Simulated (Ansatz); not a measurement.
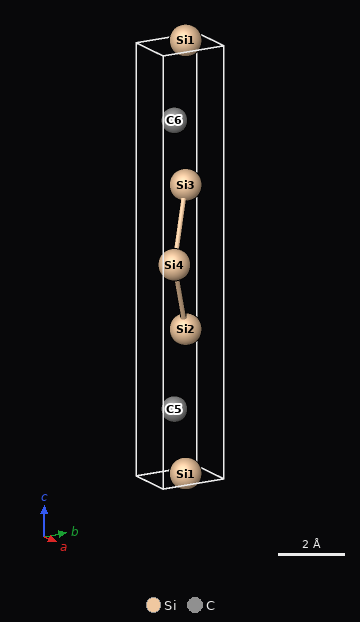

**Figure 1.** The structure as given in the input (ball-and-stick view of the cell of the calculation, seen at an oblique angle; atoms are numbered from 1 in the order of the input). An atom can appear more than once, as a periodic image.

## Two runs on Si₂C

System: Si₂C (P-6m2, 6 atoms in the cell).
Method of run A: DFT PBE, scalar-relativistic, plane waves, PAW, spin-polarised (Ansatz 0.2.0).

The structure was made by a generator, so it may or may not be a known phase. Text and figures count atoms from 1; the logs count them from 0 in places.

**Input, run A**
```yaml
crystal:
  lattice:
    - [2.73645281, 0.0, 0.0]
    - [-1.3682264, 2.36983765, 0.0]
    - [0.0, 0.0, 13.32506501]
  atoms:
    - { symbol: Si, position: [0.33333333, 0.66666667, 0.0] }
    - { symbol: Si, position: [0.33333333, 0.66666667, 0.33333333] }
    - { symbol: Si, position: [0.33333333, 0.66666667, 0.66666667] }
    - { symbol: Si, position: [0.66666667, 0.33333333, 0.5] }
    - { symbol: C, position: [0.66666667, 0.33333333, 0.16666667], spin: 1.0 }
    - { symbol: C, position: [0.66666667, 0.33333333, 0.83333333], spin: 1.0 }
basis:
  ecutwfc: 420
kpoints:
  mp_grid: { grid: [6, 6, 2] }
hamiltonian:
  xc: pbe
scf:
  occupations: { method: gaussian, width: 0.1 }
  lower_state_search: "off"
output:
  forces: true
  stress: true
  eigenvalues: true
  populations: true
magnetization:
  spin_polarized: true
```

Launched with:
```bash
ansatz run input.yaml --threads 1 --pin off --max-ram 2560MiB --backend cpu --events-out ev --progress --plain --runs-dir out
```

Hardware: 1 thread of Intel Xeon @ 2.50GHz (Skylake/Cascade Lake), 189 GiB of memory available, shared host.

**Output, shortened to warnings, some set-up lines, iterations and results (run A)**
```
WARN: the starting moments were not kept: the SCF closed with an absolute magnetisation of 7.2e-6 μB, where they sum to 2 μB in size (2 sites). That is at most 0.1 of that sum. Measured as dr2_m measures the in/out step, that magnetisation stands 3.2e-12 eV from none, at or under the dr2_threshold of 1.0e-7 eV: it is no larger than a step whose dr2_m would equal this threshold. The system may …
Basis set: ecut = 420 eV, 1707 PW (Γ), exchange–correlation on 40×40×180 points (8 copies of the dense FFT grid, shifted against one another)
Symmetry: 12 space group operations
k-points: 14 of 72 (time reversal used)
Initial density: superposition of atomic densities (chi_scale 0.1, normalization cell, long waves 54 % of neutral atoms (reshape's long-wave potential 1.54 eV rms, cloud 1.87 Å wide))
[...]
SCF iter   1: F=—  HF=-3034.315885 eV  |F-HF|=—  |Δ(HF+E_count)|=         —  Δρ=3.87e-2 (↑3.87e-2 ↓1.81e-2)  dr2=4.19e1  dr2_m=2.02e-1  M=0.929 μB ∫|m|=0.963 μB  β_m=0.30  …
SCF iter   2: F=—  HF=-3033.325812 eV  |F-HF|=—  |Δ(HF+E_count)|=   9.90e-1  Δρ=1.90e-2 (↑1.90e-2 ↓1.25e-2)  dr2=1.15e1  dr2_m=7.34e-2  M=1.038 μB ∫|m|=1.056 μB  β_m=0.30  …
SCF iter   3: F=—  HF=-3033.259001 eV  |F-HF|=—  |Δ(HF+E_count)|=   6.68e-2  Δρ=1.93e-2 (↑1.24e-2 ↓1.93e-2)  dr2=9.08e0  dr2_m=1.15e-1  M=0.428 μB ∫|m|=0.769 μB  β_m=0.30  …
SCF iter   4: F=—  HF=-3033.021522 eV  |F-HF|=—  |Δ(HF+E_count)|=   2.37e-1  Δρ=9.73e-3 (↑9.73e-3 ↓8.62e-3)  dr2=1.17e0  dr2_m=4.86e-2  M=0.634 μB ∫|m|=0.714 μB  β_m=0.30  …
SCF iter   5: F=—  HF=-3032.995768 eV  |F-HF|=—  |Δ(HF+E_count)|=   2.58e-2  Δρ=8.63e-3 (↑8.63e-3 ↓6.49e-3)  dr2=1.55e-1  dr2_m=4.11e-2  M=0.504 μB ∫|m|=0.607 μB  β_m=0.30  …
[... 15 lines ...]
SCF iter  21: F=—  HF=-3033.060781 eV  |F-HF|=—  |Δ(HF+E_count)|=   2.09e-8  Δρ=2.30e-6 (↑2.09e-6 ↓2.30e-6)  dr2=3.88e-7  dr2_m=8.80e-10  M=-0.000 μB ∫|m|=0.000 μB  β_m=0.54  …
SCF iter  22: F=-3033.060781 eV  HF=-3033.060781 eV  |F-HF|=2.43e-8  |Δ(HF+E_count)|=   1.54e-8  Δρ=1.33e-6 (↑1.33e-6 ↓1.28e-6)  dr2=2.66e-8  dr2_m=1.00e-9  M=-0.000 μB …
SCF iter  23: F=-3033.060781 eV  HF=-3033.060781 eV  |F-HF|=5.00e-10  |Δ(HF+E_count)|=   1.79e-9  Δρ=5.28e-7 (↑5.28e-7 ↓4.80e-7)  dr2=9.27e-10  dr2_m=1.67e-10  M=-0.000 μB …
SCF iter  24: F=-3033.060781 eV  HF=-3033.060781 eV  |F-HF|=1.55e-10  |Δ(HF+E_count)|=  4.40e-10  Δρ=1.93e-7 (↑1.93e-7 ↓1.28e-7)  dr2=1.98e-10  dr2_m=1.33e-11  M=-0.000 μB …
SCF 1 converged in 24 iterations: F = -3033.060781 eV  dr2 = 1.98e-10
SCF converged after 24 iterations
Magnetization: -0.0000 μB (12.0000 up, 12.0000 down)
Absolute magnetization: 0.0000 μB (∫|ρ↑−ρ↓|, with the PAW one-centre terms)
Spin contamination: 0.0000 ħ² per cell (⟨S²⟩ above its minimum at these occupations)
Per-site moments (μB) at R_I (Å): [(-3.768192876946001e-7, 1.1242579104821746), (5.427667746317036e-7, 1.1242578656933793), (5.427667746178978e-7, 1.1242578656933793), (-1.6491850914369413e-7, 1.124257910482175), (-1.7856735373923898e-7, 1.1242578656933793), (-1.785673537472631e-7, …
Free energy (F): -3033.060781 eV
Harris-Foulkes:  -3033.060781 eV  (|F-HF|=1.55e-10)
Internal energy: -3033.043928 eV  (E = F + TS)
E sigma→0 (E₀):  -3033.052355 eV
Entropy (-TS):   -0.016854 eV (-2.809 meV/atom)
Fermi energy:    7.928135 eV
--- Per-component energies (eV) ---
  E_band       = 62.805130
  E_kinetic    = 301.304497
  E_local      = -154.966142  (includes V_loc(G=0)·N_el)
  E_nonlocal   = 157.158485
  E_hartree    = 34.450764
  E_xc         = -308.571590
  E_vxc        = -294.842243  (∫ρ·V_xc dr)
  E_paw        = -2241.935268  (= ΣΔE_a)
  E_vpaw       = -14.751093  (= ΣTr[D̂ρ^β])
  E_aug_tail   = 0.000031  (compensation charges beyond the density's cutoff)
  E_ewald      = -820.484705
  E_smearing   = -0.016854  (= −TS)
  E_closure    = -0.000000  (closes the sum)
  Σ components = -3033.060781   (vs F -3033.060781, Δ=0.00e0)
--- Forces (eV/Å), atoms counted from 1 ---
  atom   1  Si     0.00000000     0.00000000     0.00000000
  atom   2  Si    -0.00000000     0.00000000    -1.46798097
  atom   3  Si    -0.00000000    -0.00000000     1.46798097
  atom   4  Si     0.00000000     0.00000000    -0.00000000
  atom   5  C      0.00000000    -0.00000000     0.17585268
  atom   6  C      0.00000000    -0.00000000    -0.17585268
  max |Σ_I F_I| component: 5.27e-16 eV/Å
--- Stress (GPa, compression-positive) ---
      -10.033409       0.000000      -0.000000
       -0.000000     -10.033409      -0.000000
       -0.000000      -0.000000     -20.997918
  P = ⅓ Tr σ = -13.6882 GPa (-136.882 kbar)
--- Löwdin populations: 6 sites ---
  site symbol       q [e]    m [muB]
     0     Si      3.5951    -0.0000
     1     Si      3.7321     0.0000
     2     Si      3.7321     0.0000
     3     Si      3.9215    -0.0000
     4      C      4.3155    -0.0000
     5      C      4.3155    -0.0000
  spilling = 0.016175 (of n_electrons = 24.000000)
```

For run B the input was changed thus:
```diff
-    - { symbol: C, position: [0.66666667, 0.33333333, 0.16666667], spin: 1.0 }
-    - { symbol: C, position: [0.66666667, 0.33333333, 0.83333333], spin: 1.0 }
+    - { symbol: C, position: [0.66666667, 0.33333333, 0.16666667] }
+    - { symbol: C, position: [0.66666667, 0.33333333, 0.83333333] }
-  populations: true
-magnetization:
-  spin_polarized: true
```

What does this change do to the results?

The energy is the same within 0.01 meV per atom. The SCF takes 8 iterations against 24. On the same kind of shared host run B took about 0.28 times as long. The two runs start from different initial densities, which also moves the count.

**Output, shortened to warnings, some set-up lines, iterations and results (run B)**
```
Basis set: ecut = 420 eV, 1707 PW (Γ), exchange–correlation on 40×40×180 points (8 copies of the dense FFT grid, shifted against one another)
Symmetry: 12 space group operations
k-points: 14 of 72 (time reversal used)
Initial density: superposition of atomic densities (neutral atoms: chi_scale 0, normalization atom), corrected by the library's trained network
[...]
SCF iter   1: F=—  HF=-3033.062066 eV  |F-HF|=—  |Δ(HF+E_count)|=         —  Δρ=4.30e-3  dr2=5.66e-2  ethr=1.77e-3  ⟨swp⟩=6.5  Hψ=3276  notcnv=0  defer=9
SCF iter   2: F=—  HF=-3033.062555 eV  |F-HF|=—  |Δ(HF+E_count)|=   4.90e-4  Δρ=2.89e-3  dr2=3.62e-2  ethr=2.36e-4  ⟨swp⟩=1.0  Hψ=448  notcnv=0  defer=10
SCF iter   3: F=—  HF=-3033.061201 eV  |F-HF|=—  |Δ(HF+E_count)|=   1.35e-3  Δρ=9.65e-4  dr2=5.27e-3  ethr=1.51e-4  ⟨swp⟩=1.0  Hψ=250  notcnv=0  defer=10
SCF iter   4: F=—  HF=-3033.060942 eV  |F-HF|=—  |Δ(HF+E_count)|=   2.59e-4  Δρ=5.51e-4  dr2=1.49e-3  ethr=2.19e-5  ⟨swp⟩=2.0  Hψ=320  notcnv=0  defer=10
SCF iter   5: F=—  HF=-3033.060717 eV  |F-HF|=—  |Δ(HF+E_count)|=   2.25e-4  Δρ=8.84e-5  dr2=1.49e-5  ethr=6.21e-6  ⟨swp⟩=2.1  Hψ=318  notcnv=0  defer=10
SCF iter   6: F=—  HF=-3033.060781 eV  |F-HF|=—  |Δ(HF+E_count)|=   6.36e-5  Δρ=3.02e-5  dr2=9.18e-7  ethr=6.19e-8  ⟨swp⟩=2.1  Hψ=323  notcnv=0  defer=10
SCF iter   7: F=—  HF=-3033.060781 eV  |F-HF|=—  |Δ(HF+E_count)|=   5.48e-7  Δρ=8.03e-6  dr2=3.20e-7  ethr=3.82e-9  ⟨swp⟩=2.3  Hψ=383  notcnv=0  defer=10
SCF iter   8: F=-3033.060781 eV  HF=-3033.060781 eV  |F-HF|=1.02e-8  |Δ(HF+E_count)|=   1.63e-8  Δρ=2.34e-6  dr2=1.39e-8  ethr=4.17e-10  ⟨swp⟩=7.4  Hψ=1594  notcnv=0
SCF 1 converged in 8 iterations: F = -3033.060781 eV  dr2 = 1.39e-8
SCF converged after 8 iterations
Free energy (F): -3033.060781 eV
Harris-Foulkes:  -3033.060781 eV  (|F-HF|=1.02e-8)
Internal energy: -3033.043927 eV  (E = F + TS)
E sigma→0 (E₀):  -3033.052354 eV
Entropy (-TS):   -0.016854 eV (-2.809 meV/atom)
Fermi energy:    7.928119 eV
--- Per-component energies (eV) ---
  E_band       = 62.805055
  E_kinetic    = 301.304843
  E_local      = -154.966954  (includes V_loc(G=0)·N_el)
  E_nonlocal   = 157.158458
  E_hartree    = 34.451311
  E_xc         = -308.571612
  E_vxc        = -294.842278  (∫ρ·V_xc dr)
  E_paw        = -2241.935299  (= ΣΔE_a)
  E_vpaw       = -14.751119  (= ΣTr[D̂ρ^β])
  E_aug_tail   = 0.000031  (compensation charges beyond the density's cutoff)
  E_ewald      = -820.484705
  E_smearing   = -0.016854  (= −TS)
  E_closure    = -0.000000  (closes the sum)
  Σ components = -3033.060781   (vs F -3033.060781, Δ=0.00e0)
--- Forces (eV/Å), atoms counted from 1 ---
  atom   1  Si    -0.00000000     0.00000000     0.00000000
  atom   2  Si    -0.00000000     0.00000000    -1.46802152
  atom   3  Si    -0.00000000     0.00000000     1.46802152
  atom   4  Si     0.00000000     0.00000000    -0.00000000
  atom   5  C      0.00000000    -0.00000000     0.17586078
  atom   6  C      0.00000000    -0.00000000    -0.17586078
  max |Σ_I F_I| component: 5.55e-17 eV/Å
--- Stress (GPa, compression-positive) ---
      -10.033189       0.000000      -0.000000
        0.000000     -10.033189      -0.000000
       -0.000000      -0.000000     -20.998135
  P = ⅓ Tr σ = -13.6882 GPa (-136.882 kbar)
```

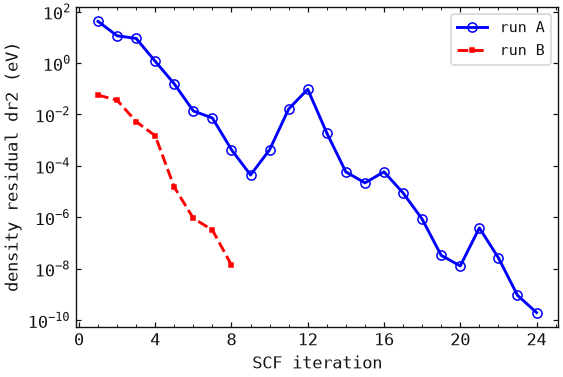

**Figure 2.** Convergence of the two runs: density residual dr2 against the SCF iteration. Run A takes 24 iterations in all, and run B takes 8.

**The two runs side by side**

```tsv
quantity	run A	run B
outcome	converged	converged
free energy per atom (eV)	−505.5101	−505.5101
energy per atom, smearing taken to zero (eV)	−505.5087	−505.5087
gap on the mesh (eV)	0.00	0.00
net moment of the cell (μB)	0.00	–
absolute moment of the cell (μB)	0.00	–
pressure (GPa)	−13.69	−13.69
largest force (eV/Å)	1.468	1.468
SCF iterations	24	8
irreducible k-points	14	14
plane waves at Γ	1707	1707
wall time (shared host)	22 s	6.1 s
```

For run A: Warnings: some starting moments were not kept.
